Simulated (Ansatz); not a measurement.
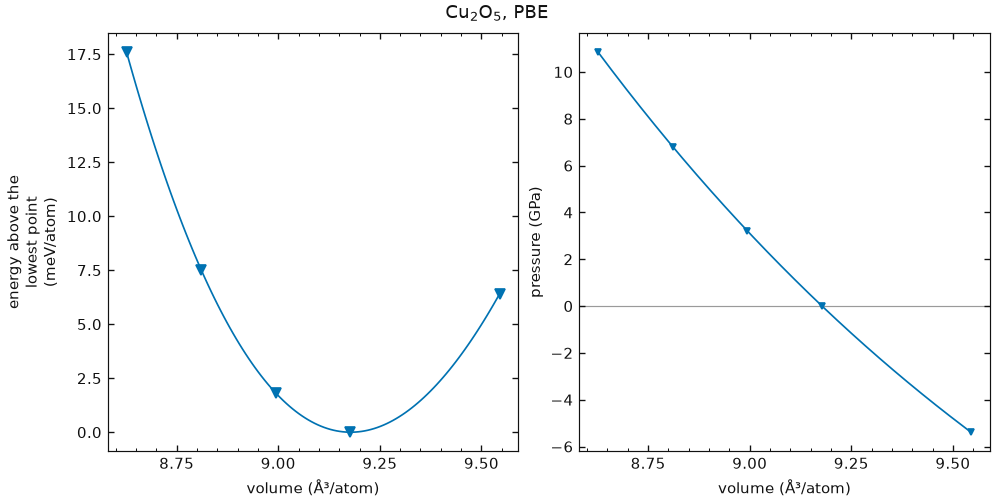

Method: equation of state of a cubic crystal from periodic Kohn-Sham density functional theory without spin, third-order Birch-Murnaghan fit to the free energies; pressure corrected for the finite basis (Ansatz 0.2.0 development build). Level: PBE.

- structure type: cubic X2O5
- atoms in cell: 14
- space group number: 224
- lattice centring: simple cubic
- k mesh: 11×11×11
- occupation method: Fermi–Dirac
- occupation width: 0.06123 eV
- wave cutoff: 700 eV
- datasets: hard PAW
- density tolerance: 1e−09 eV
- bands: 82
- density cutoff ratio: 4
- search for lower states: default

**Figure.** Energy above the lowest point and pressure against volume for Cu₂O₅, space group Pn-3m (No. 224) (one of a set of cubic test structures, which need not be the stable phase).

A third-order Birch–Murnaghan fit gives V0 = 9.18 Å³/atom, B0 = 151 GPa and B′ = 4.7. The energy above the lowest point is 17.6 meV/atom at volume 8.6267 Å³/atom and 6.4 meV/atom at 9.5445 Å³/atom; the lowest computed point is at volume 9.1774 Å³/atom (0.0 meV/atom). The pressure falls from 10.8 GPa at volume 8.6267 Å³/atom to −5.4 GPa at 9.5445 Å³/atom, and changes sign near 9.18 Å³/atom.

Keep in mind: cubic model structure, not the ambient form; modest k-mesh, values are not fully converged in k; no spin polarisation, a magnetic state may lie lower.

One of the inputs:
```
crystal:
  lattice:
    - [5.012150465739, 0.0, 0.0]
    - [0.0, 5.012150465739, 0.0]
    - [0.0, 0.0, 5.012150465739]
  atoms:
    - { symbol: Cu, position: [0, 0, 0] }
    - { symbol: Cu, position: [0.5, 0.5, 0] }
    - { symbol: Cu, position: [0.5, 0, 0.5] }
    - { symbol: Cu, position: [0, 0.5, 0.5] }
    - { symbol: O, position: [0.5, 0, 0] }
    - { symbol: O, position: [0, 0.5, 0] }
    - { symbol: O, position: [0, 0, 0.5] }
    - { symbol: O, position: [0.5, 0.5, 0.5] }
    - { symbol: O, position: [0.75, 0.75, 0.25] }
    - { symbol: O, position: [0.75, 0.25, 0.75] }
    - { symbol: O, position: [0.25, 0.75, 0.75] }
    - { symbol: O, position: [0.75, 0.25, 0.25] }
    - { symbol: O, position: [0.25, 0.75, 0.25] }
    - { symbol: O, position: [0.25, 0.25, 0.75] }
kpoints:
  mp_grid: { grid: [11, 11, 11] }
hamiltonian:
  xc: pbe
  pseudopotentials:
    kind: paw
    azcp:
      Cu: "pseudopotentials/pbe/paw/ansatz_paw_generated_hard_1/Cu.paw.azcp"
      O: "pseudopotentials/pbe/paw/ansatz_paw_generated_hard_1/O.paw.azcp"
scf:
  occupations: { method: fermi_dirac, width: 0.061225619053 }
  convergence: { dr2_threshold: "1e-9 eV" }
  max_iter: 300
output:
  forces: true
  stress: true
```

Command:
```bash
ansatz run input.yaml --threads 1
```
